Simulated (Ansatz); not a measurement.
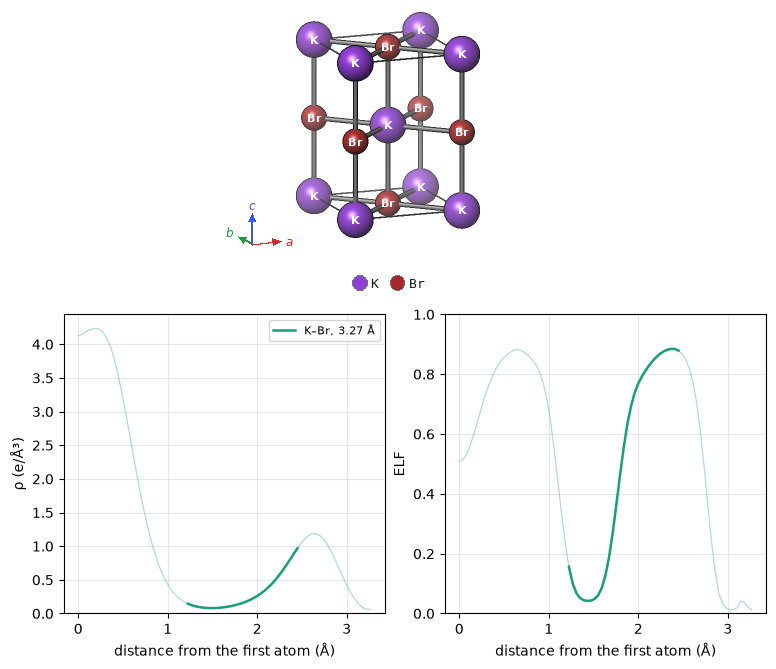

*KBr. Valence electron density and electron localisation function along straight lines between neighbouring atoms. Thin, pale parts lie inside the atomic spheres. The structure is drawn too.*

Space group I4/mmm; changed on purpose from its base cell (in-plane strain +0.005, out-of-plane length and atoms relaxed by PAW).

The calculation used DFT, PBEsol, PAW with Ansatz's default frozen-core files, scalar-relativistic; relaxation of cell and atoms in Ansatz.

In a PAW calculation such maps are meaningful between the atoms, not at the nuclei.

What can be read from the curves?

K–Br (3.27 Å): ρ is about 0.09 e/Å³ halfway; the ELF is about 0.15 at the midpoint: an ionic contact with no shared pair.
